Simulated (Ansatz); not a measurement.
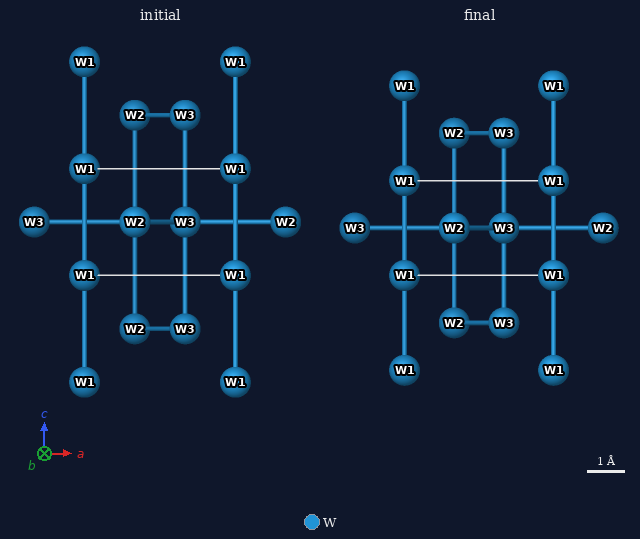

The structure of crystalline W (built on the omega_191 type) (coarse preliminary run) before (left) and after (right) a relaxation, at one scale.

Style: ball-and-stick. Shown: the cell of the calculation, along the b axis.

Case: omega type (P6/mmm, No. 191).

The calculation used DFT PBEsol, scalar-relativistic, plane waves, PAW in Ansatz. Set-up: plane-wave cutoff 420 eV; k-point mesh 6 × 6 × 6; occupations gaussian; smearing width 0.1 eV; no spin polarisation; cell and atoms relaxed; force threshold 0.04 eV/Å; at most 70 steps.

Q: Describe what moved and what it gained.

A: The energy falls by 421 meV per atom in 4 accepted moves (5 points after the start). All forces vanish by symmetry, so only the cell relaxes. The pressure goes from −30.48 to 0.05 GPa. The SCF was repeated once at an unchanged geometry on a basis and grid sized afresh for the cell, which shifted the energy by 0.6 meV per atom at most. No atom moves by more than 0.005 Å relative to the cell. The volume changes by −13.3 %, with a = b 4.712 → 4.655 Å (−1.2 %), c 2.889 → 2.565 Å (−11.2 %). Near-neighbour distances that change, for instance: W1–W1 2.889 → 2.565 Å, W1–W2 3.080 → 2.978 Å, W2–W3 2.720 → 2.688 Å. The space group stays P6/mmm (No. 191). The run took about 17 core-seconds on a shared host.
